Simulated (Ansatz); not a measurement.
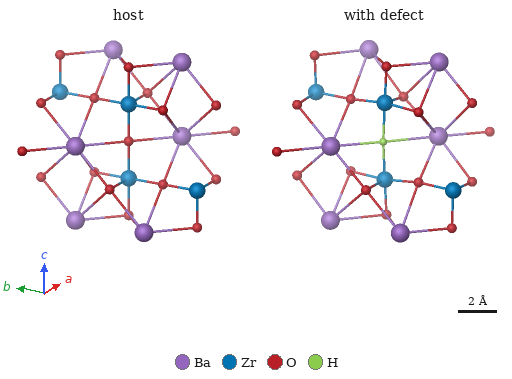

Left: perfect BaZrO₃. Right: the same region with one point defect, after relaxing the atoms in a supercell of 40 sites. The picture is a ball-and-stick view of the atoms within 6.0 Å of one point, in a slice 3.4 Å thick across the line of sight, seen from a free direction.

The calculation used DFT, PBEsol, PAW, plane waves in Ansatz 0.2.0. Set-up: plane-wave cutoff 420 eV; k-point mesh 1 × 1 × 1; mesh shifted by (0.25, 0.25, 0.25); no spin polarisation. Fermi-Dirac smearing of 0.01 eV. A uniform background neutralises the charged cell. The axes drawn are those of the host's conventional cell.

**What kind of defect was made?**

An oxygen atom is replaced by hydrogen.

The charge state of the cell is +1.

**How does the lattice respond?**

In the host the O atom has 2 Zr at 2.09 Å; the H atom ends with 2 Zr at 2.17 Å. Of the host's atoms, an oxygen atom moves furthest from its site, by 0.20 Å. The H atom itself moves 0.12 Å from where it was put.

Limits of the set-up: the periodic images lie only 8.4 Å apart, so the values are limited by the cell's size; the cell is charged, on a uniform background, and energies carry no finite-size correction.
